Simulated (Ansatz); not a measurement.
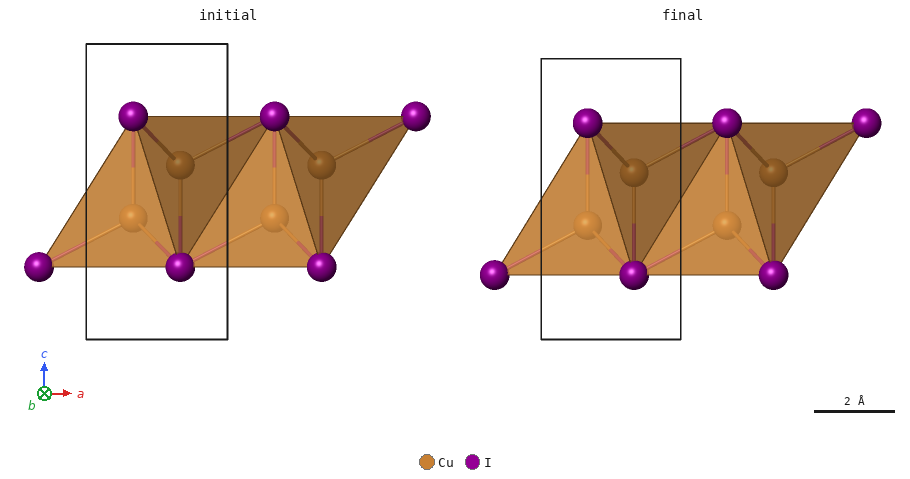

The structure of a crystal of CuI (built on the database structure type) before (left) and after (right) a relaxation, at one scale.

A polyhedral model of the cell of the calculation, repeated 2 × 1 × 1 with one cell outlined, seen along the b axis.

Theory: Ansatz, DFT, PBE-D3(BJ), plane waves, PAW.

The input:
```yaml
crystal:
  lattice:
    - [4.128617935, 0.0, 0.0]
    - [-2.0643089675, 3.5754880142, 0.0]
    - [0.0, 0.0, 7.4781060413]
  atoms:
    - { symbol: Cu, position: [0.66666667, 0.33333333, 0.58995244] }
    - { symbol: Cu, position: [0.33333333, 0.66666667, 0.41004756] }
    - { symbol: I, position: [0.33333333, 0.66666667, 0.75474825] }
    - { symbol: I, position: [0.66666667, 0.33333333, 0.24525175] }
kpoints:
  mp_grid: { grid: [6, 6, 4] }
hamiltonian:
  xc: pbe
  dispersion: d3bj
scf:
  occupations: { method: fermi_dirac, width: 0.02 }
relax:
  f_tol: 0.005
  cell: {}
output:
  write_density: true
  write_potential: true
  elf: true
  volumetric_format: npy
```

Launched with:
```bash
ansatz run input.yaml --threads 2 --pin off --max-ram 2211MiB --backend cpu --events-out ev --progress --plain --runs-dir out
```

Q: What changed between the two?

A: After 4 accepted moves (5 points after the start) the energy has fallen by 10.0 meV per atom. The largest force component goes from 0.12 to 0.0033 eV/Å. Pressure: −0.92 GPa at the start and −0.01 GPa at the end. The SCF was repeated once at an unchanged geometry on a basis and grid sized afresh for the cell, which shifted the energy by 0.7 meV per atom at most. The largest moves relative to the cell, 0.11 Å, are those of I3 and I4. I4 goes along −c. By element the largest moves are I 0.11 Å, Cu 0.03 Å. Cell: a = b 4.129 → 4.074 Å (−1.3 %), c 7.478 → 7.106 Å (−5.0 %). Volume −7.5 %. Near-neighbour distances that change, for instance: Cu1–I3 2.683 → 2.666 Å, Cu1–I4 2.578 → 2.590 Å. The space group stays P-3m1 (No. 164). The run took 43 s on 2 threads of Intel(R) Xeon(R) Platinum 8259CL CPU @ 2.50GHz (Skylake/Cascade Lake), on a shared host, peak memory 0.53 GiB.
